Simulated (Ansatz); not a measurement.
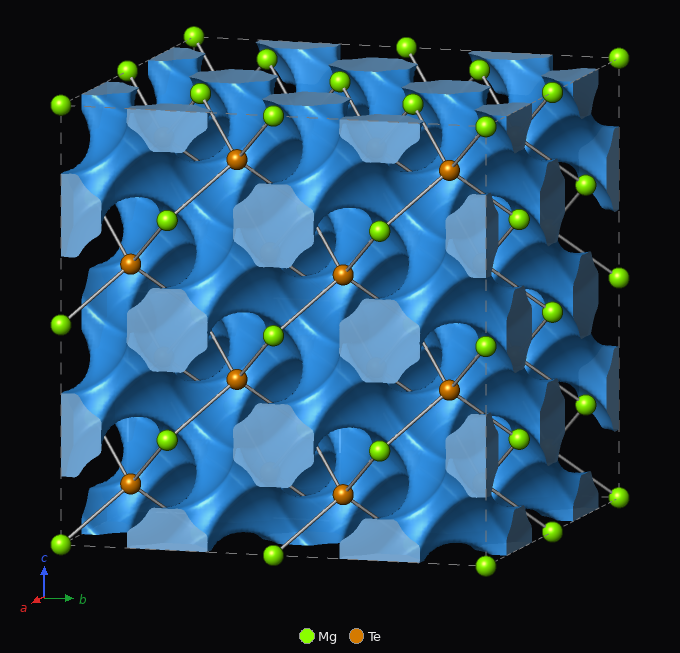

The blue surface encloses the points that the centre of a probe sphere of radius 0.60 Å can occupy in MgTe in space group F-43m, computed on a grid of about 0.13 Å (2×2×2 cells shown, view slightly off an axis; pale faces close the region where the box cuts it).

Hard-sphere model; covalent radii (Cordero): Mg 1.41 Å, Te 1.38 Å.

The cell is taken from the geometry relaxed with Ansatz 0.2.0, DFT PBEsol, scalar-relativistic, plane waves, PAW.

```
Mg Te
1.0
     6.43886    0.00000    0.00000
     0.00000    6.43886    0.00000
     0.00000    0.00000    6.43886
Mg Te
4 4
Direct
  0.00000 0.00000 0.00000
  0.00000 0.50000 0.50000
  0.50000 0.00000 0.50000
  0.50000 0.50000 0.00000
  0.25000 0.75000 0.25000
  0.25000 0.25000 0.75000
  0.75000 0.75000 0.75000
  0.75000 0.25000 0.25000
```

> Do these regions connect?

Where they connect, they form a three-dimensional network.

> What share of the cell can the probe's centre reach?

About 25 % of the volume (66 Å³ of 266.9 Å³).

> Give the largest included and the largest free sphere.

The largest sphere that fits anywhere has a diameter of 2.82 Å; the largest that can travel through the crystal, about 2.4 Å.

> How does the connectivity change as the probe shrinks?

Below a radius of about 1.22 Å the space forms a three-dimensional network. These are grid estimates, good to about 0.05 Å.
